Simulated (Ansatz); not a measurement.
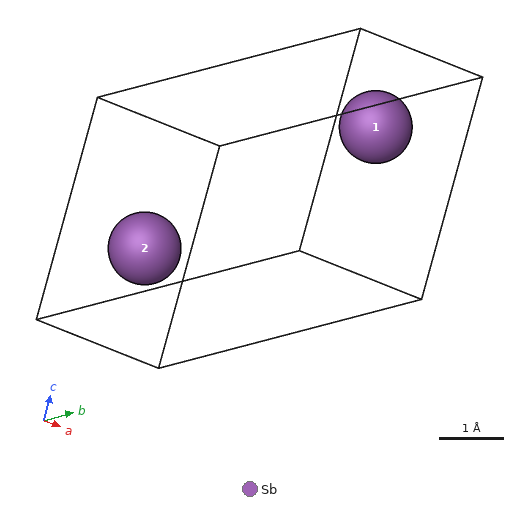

The input geometry (ball-and-stick view of the reduced cell, seen slightly off an axis; atoms are numbered from 1 in the order of the input). An atom can appear more than once, as a periodic image. Near neighbours in the periodic cell (some may lie outside the picture): Sb has 6 Sb at 2.99 to 3.24 Å.

**Single-point calculation, with input and output: Sb**

- system: Sb (P-1, 2 atoms in the cell)
- method: DFT PBEsol, scalar-relativistic, plane waves, PAW, no spin polarisation (Ansatz 0.2.0)

The structure derives from an entry of the Crystallography Open Database. It belongs to a series of runs on one base structure; here: atom 1 (Sb) moved by (-0.150, +0.300) A along [1 1 0] and z. Figures and captions count atoms from 1; the log counts them from 0 in places.

## The input
```yaml
crystal:
  lattice:
    - [2.150600332, 1.2416496806, 3.744]
    - [-2.150600332, 1.2416496806, 3.744]
    - [0.0, -2.4832993611, 3.744]
  atoms:
    - { symbol: Sb, position: [0.2214525276, 0.2707717877, 0.2888238898] }
    - { symbol: Sb, position: [0.76636, 0.76636, 0.76636] }
basis:
  ecutwfc: 420
kpoints:
  mp_grid: { grid: [12, 12, 12] }
hamiltonian:
  xc: pbesol
scf:
  occupations: { method: gaussian, width: 0.15 }
output:
  forces: true
  stress: true
  eigenvalues: true
  write_density: true
  write_potential: true
  elf: true
  volumetric_format: npy
```

Launched with:
```bash
ansatz run input.yaml --threads 1 --pin off --max-ram 2560MiB --backend cpu --events-out ev --progress --plain --runs-dir out
```

## What the program printed
```
Engine: ansatz 0.2.0, aarch64-unknown-linux-gnu
Pseudopotentials: kind: paw
Pseudopotential: Sb, paw, valence charge 15, recommended cutoff 420 eV (normal), Sb.paw.azcp
Functional definition: PBEsol
  exchange = pbesol_x
  correlation = pbesol_c
Crystal: 2 atoms, lattice volume = 59.985 Å³
Basis set: ecut = 420 eV, 1171 PW (Γ), exchange–correlation on 64×64×64 points (8 copies of the dense FFT grid, shifted against one another)
Bands: 19, of which v1, the nominal top of the filled ones, is band 15 counted from 1 (14 counted from 0)
Symmetry: 2 space group operations
Space group: P-1 (ITA 2), of the structure as read, at distance tolerance 3.9e-5 Å
k-points: 868 of 1728
Non-local potential: Sb, projectors of the file, l = 0: 2, l = 1: 2, l = 2: 2, l = 3: 2
PAW form: soft (Blöchl's): semilocal exchange-correlation on the pseudo side does not see the compensation charge
PAW frozen core: Sb, regenerated for the run's functional, and the local potential with it (the file was generated under x = pbe(κ = 0.804, μ = 0.2195149727645171), c = pbe(β = 0.06672455060314922))
PAW one-centre angular grid: Sb, 590 points (default); XC on 64 Gauss nodes
Initial density: superposition of atomic densities (neutral atoms: chi_scale 0, normalization atom), corrected by the library's trained network
Initial wavefunctions: pseudopotential atomic-orbital guess
Functional: x = pbesol(κ = 0.804, μ = 0.12345679012345678), c = pbesol(β = 0.046)
SCF iter   1: F=—  HF=-12816.115825 eV  |F-HF|=—  |Δ(HF+E_count)|=         —  Δρ=2.28e-3  dr2=2.07e-3  ethr=1.77e-3  ⟨swp⟩=5.8  Hψ=81212  notcnv=0
preconditioner: auto → Kerker (q_TF=auto, 2.431 Å⁻¹)  [metal: Δε(μ)=0.006 eV  Ē_g=8.560 eV  σ=0.150 eV  W_gap=0.02  n_scr=14 (ndim 8)  ℏωp=15.2 eV  f_vac=0.001  D(μ)=0.81/eV (n_scr^D=0)]
SCF iter   2: F=—  HF=-12816.113347 eV  |F-HF|=—  |Δ(HF+E_count)|=   2.48e-3  Δρ=1.58e-3  dr2=9.51e-4  ethr=6.90e-6  ⟨swp⟩=2.6  Hψ=37056  notcnv=0
SCF iter   3: F=—  HF=-12816.113200 eV  |F-HF|=—  |Δ(HF+E_count)|=   1.47e-4  Δρ=8.77e-4  dr2=2.26e-4  ethr=3.17e-6  ⟨swp⟩=2.0  Hψ=29558  notcnv=0
SCF iter   4: F=—  HF=-12816.113019 eV  |F-HF|=—  |Δ(HF+E_count)|=   1.81e-4  Δρ=2.85e-4  dr2=2.95e-5  ethr=7.53e-7  ⟨swp⟩=2.0  Hψ=29415  notcnv=0
SCF iter   5: F=—  HF=-12816.113005 eV  |F-HF|=—  |Δ(HF+E_count)|=   1.41e-5  Δρ=4.63e-5  dr2=2.52e-6  ethr=9.85e-8  ⟨swp⟩=2.0  Hψ=29545  notcnv=0
SCF iter   6: F=—  HF=-12816.113005 eV  |F-HF|=—  |Δ(HF+E_count)|=   2.07e-8  Δρ=1.52e-5  dr2=2.13e-7  ethr=8.39e-9  ⟨swp⟩=2.4  Hψ=20913  notcnv=0
SCF iter   7: F=-12816.113005 eV  HF=-12816.113005 eV  |F-HF|=5.45e-8  |Δ(HF+E_count)|=   4.01e-8  Δρ=1.23e-5  dr2=5.18e-8  ethr=3.33e-10  ⟨swp⟩=8.6  Hψ=95442  notcnv=0
SCF 1 converged in 7 iterations: F = -12816.113005 eV  dr2 = 5.18e-8
  greatest PAW one-centre occupation: 0.996 electrons in one spin orbital (limit 2), on the Sb atom at site 1 (counted from 0), in its partial waves of l = 2
```

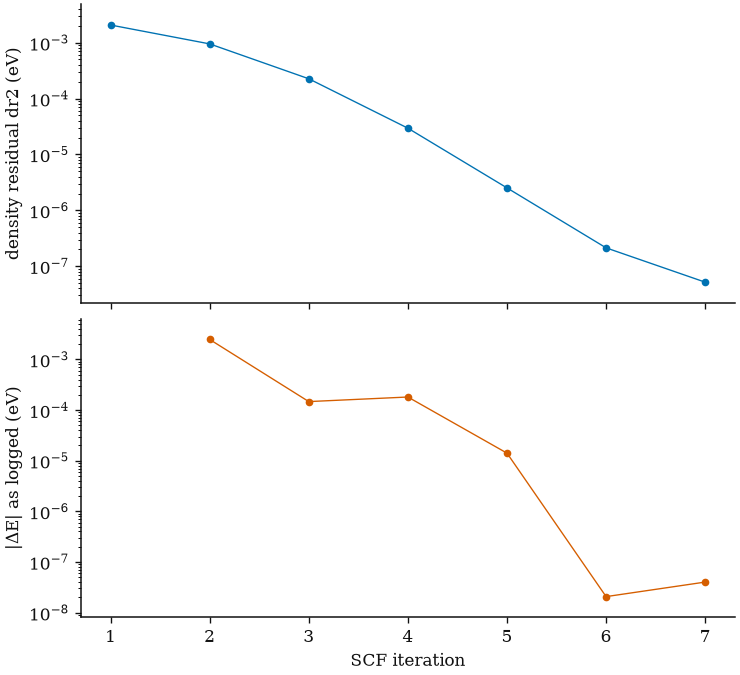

Convergence of the self-consistent field: density residual dr2 and size of the energy change against the SCF iteration. The residual falls at every step.

```
SCF converged after 7 iterations
Free energy (F): -12816.113005 eV
Harris-Foulkes:  -12816.113005 eV  (|F-HF|=5.45e-8)
Internal energy: -12816.103952 eV  (E = F + TS)
E sigma→0 (E₀):  -12816.108478 eV
Entropy (-TS):   -0.009053 eV (-4.527 meV/atom)
Fermi energy:    9.733479 eV
--- Per-component energies (eV) ---
  E_band       = -338.931923
  E_kinetic    = 413.981854
  E_local      = -3156.048834  (includes V_loc(G=0)·N_el)
  E_nonlocal   = 727.838556
  E_hartree    = 1427.809783
  E_xc         = -274.737737
  E_vxc        = -192.924526  (∫ρ·V_xc dr)
  E_paw        = -8998.899074  (= ΣΔE_a)
  E_vpaw       = -987.414367  (= ΣTr[D̂ρ^β])
  E_aug_tail   = -0.000004  (compensation charges beyond the density's cutoff)
  E_ewald      = -2956.712210
  E_core_change = 0.663714  (= ΣΔE_core)
  E_smearing   = -0.009053  (= −TS)
  E_closure    = -0.000000  (closes the sum)
  Σ components = -12816.113005   (vs F -12816.113005, Δ=0.00e0)
--- Forces (eV/Å), atoms counted from 1 ---
  atom   1  Sb    -0.13879614    -0.12311578    -0.14949037
  atom   2  Sb     0.13879614     0.12311578     0.14949037
  max |Σ_I F_I| component: 0.00e0 eV/Å
--- Stress (GPa, compression-positive) ---
       -1.257221       0.461323       0.173769
        0.461323      -1.141488       0.214759
        0.173769       0.214759      -3.600133
  P = ⅓ Tr σ = -1.9996 GPa (-19.996 kbar)
--- Band table (eV; the first three rows and the last of 868) ---
  k-point 0: bands = ["-19.3597", "-19.3537", "-19.2816", "-19.2708", "-19.2646", "-19.1824", "-19.1774", "-19.1753", "-19.1073", "-19.1036", "-2.6375", "5.1121", "7.6414", "8.3708", "8.4615", "12.7084", "12.8730", "13.1148", "14.2832"]
  k-point 1: bands = ["-19.3558", "-19.3498", "-19.2798", "-19.2692", "-19.2629", "-19.1839", "-19.1788", "-19.1767", "-19.1114", "-19.1077", "-2.5604", "4.7792", "7.6991", "8.4297", "8.5214", "12.4404", "12.5937", "12.8031", "14.3969"]
  k-point 2: bands = ["-19.3445", "-19.3383", "-19.2744", "-19.2647", "-19.2580", "-19.1884", "-19.1832", "-19.1808", "-19.1232", "-19.1195", "-2.3299", "3.9857", "7.7929", "8.4557", "8.7724", "11.8018", "11.8954", "12.1627", "14.5896"]
  k-point 867: bands = ["-19.2749", "-19.2498", "-19.2437", "-19.2378", "-19.2254", "-19.2210", "-19.2143", "-19.2121", "-19.2019", "-19.1930", "-0.3554", "0.0379", "8.9653", "9.2222", "9.7516", "10.0125", "10.2521", "10.5294", "17.8338"]
```

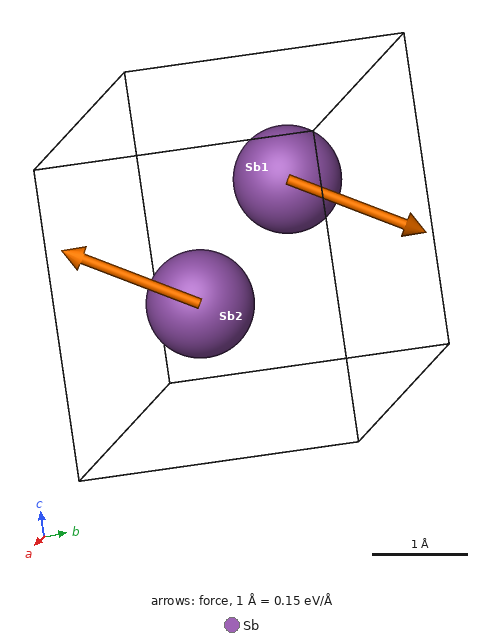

Forces on the atoms as orange arrows (ball-and-stick view of the reduced cell, seen slightly off an axis; atoms are numbered from 1 in the order of the input). The largest act on Sb1, Sb2 (0.24 eV/Å). The geometry is not a stationary point of this energy.

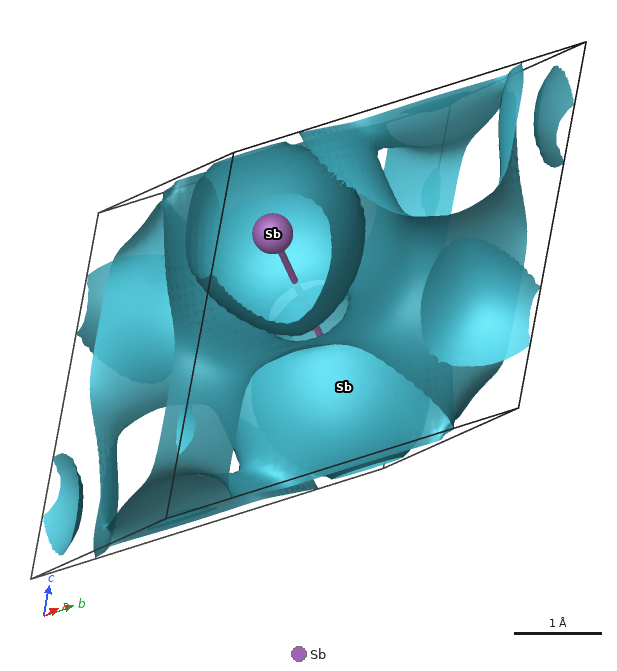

Isosurface of the electron localisation function at 0.4 (cyan), seen at an oblique angle. Core shells and regions of very low density are left out. Sticks mark near contacts. The outline is the cell set on symmetry axes. Values along the shortest contacts: Sb–Sb (2.99 Å): the ELF peaks at about 0.65 between the atoms. Sb–Sb (3.04 Å): the ELF peaks at about 0.60 between the atoms. The fields are those of the smooth PAW valence density.

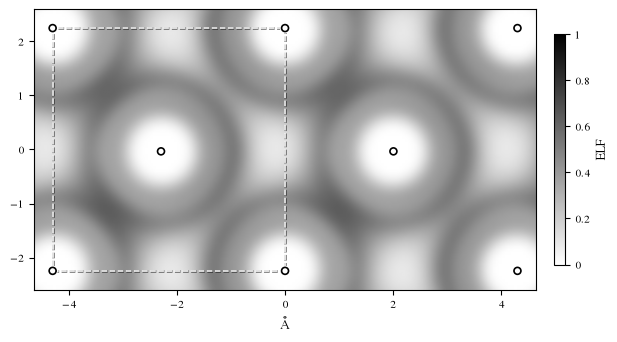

Electron localisation function on the (011) plane of the conventional cell. Circles mark the nuclei in the plane (Sb). The section cuts through Sb sites. Sb–Sb (2.99 Å): the ELF peaks at about 0.65 between the atoms. Sb–Sb (3.04 Å): the ELF peaks at about 0.60 between the atoms. Sb–Sb (3.19 Å): the ELF is about 0.45 at the midpoint (metallic bonding. Sb–Sb (3.24 Å): the ELF is about 0.40 at the midpoint (metallic bonding.

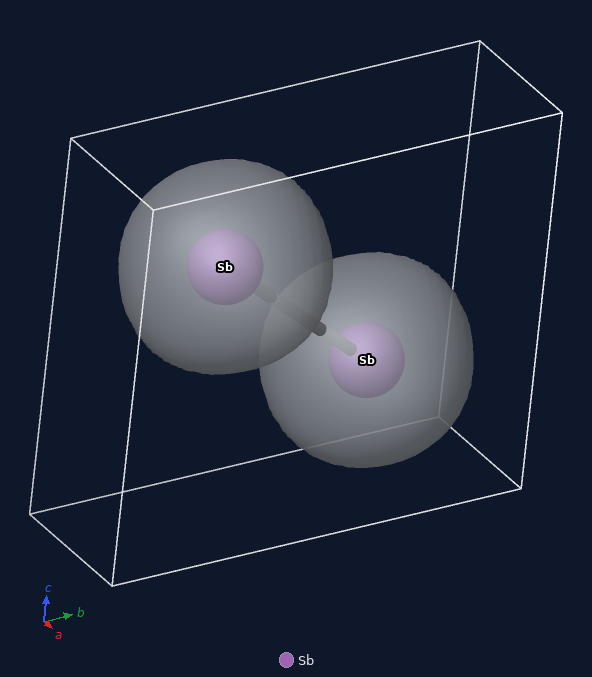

Isosurface of the valence charge density (pseudo) at 0.5 e/Å³ (grey), seen slightly off an axis. Sticks mark near contacts. The outline is the cell set on symmetry axes. At this value the density breaks into separate islands; it holds about 75 % of the electrons treated as valence (semicore included). It is pinched off along the Sb–Sb (2.99 Å), Sb–Sb (3.04 Å), Sb–Sb (3.18 Å) and Sb–Sb (3.24 Å) contacts. On the grid the lowest density along these lines, outside the cores, is 0.31 e/Å³ (Sb–Sb, 2.99 Å), 0.28 e/Å³ (Sb–Sb, 3.04 Å), 0.22 e/Å³ (Sb–Sb, 3.18 Å) and 0.2 e/Å³ (Sb–Sb, 3.24 Å).

## Results in brief

- outcome: converged
- space group (tolerance 0.01 Å): P-1 (2)
- electrons treated: 30
- free energy: −12816.1130 eV
- Fermi energy: 9.733 eV
- gap on the k-point mesh: none (metallic)
- pressure: −2.00 GPa
- largest force (length of the vector): 0.238 eV/Å
- hardware: 1 thread of Arm Neoverse V2, 24 GiB of memory available, shared host
- wall time: 55 s
- peak memory: 0.92 GiB
